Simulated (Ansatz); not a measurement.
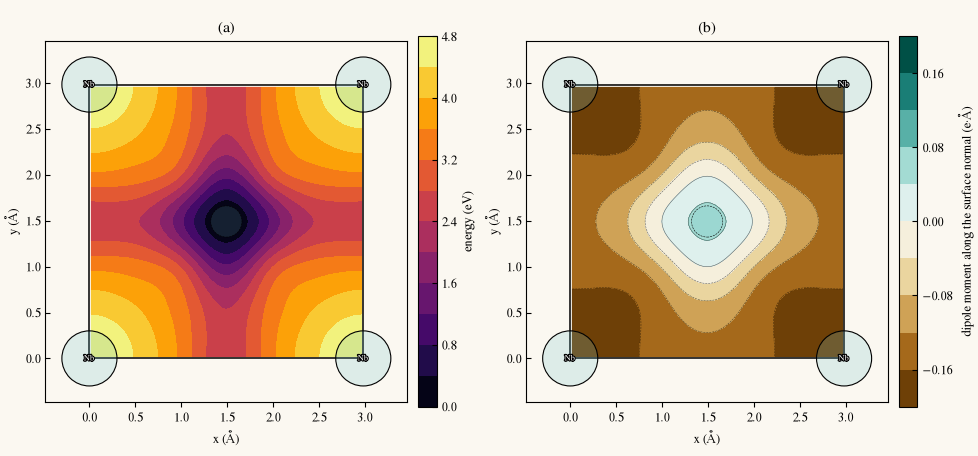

N on a Nb(100) slab cut from the Fm-3m phase, its upper half relaxed before the scan (3 atoms of substrate and one adsorbate in a 1 × 1 cell). 
- N is moved over the surface cell; relaxed at each place: the height of the adsorbate's atoms; substrate rigid; the origin of the map has the adsorbate above Nb3.
- Places are given modulo a cell vector. The map is drawn in real space over the plane of the surface.
- The grid has 6 × 6 points; 10 points were computed and 26 follow by symmetry.
- Energies are in eV, from the lowest grid point.
- With one adsorbate in each 1 × 1 cell, its nearest image is 3.0 Å away, so neighbouring adsorbates interact.
- These are results of DFT PBE, scalar-relativistic, plane waves, PAW in Ansatz 0.2.0, not measurements. Settings: cutoff 420 eV, k-mesh 9×9×1, gaussian smearing 0.1 eV, no spin polarisation.

Panel (a) is the energy; panel (b) is the computed dipole moment along the surface normal, in e·Å.

Drawn: filled contours, labelled circles for the atoms of the top layer and small ones for the second layer, the outline of one cell of the plane. Between grid points the surface is interpolated.

Question: How does the dipole moment along the surface normal vary over the map, and what is it at the lowest grid point?

Answer: It runs from −0.19 e·Å at the top site over a surface Nb atom, (0/6, 0/6) of the cell vectors to 0.05 e·Å at a fourfold hollow over a second-layer Nb atom, (3/6, 3/6) of the cell vectors. At the lowest grid point, a fourfold hollow over a second-layer Nb atom, (3/6, 3/6) of the cell vectors, it is 0.05 e·Å.
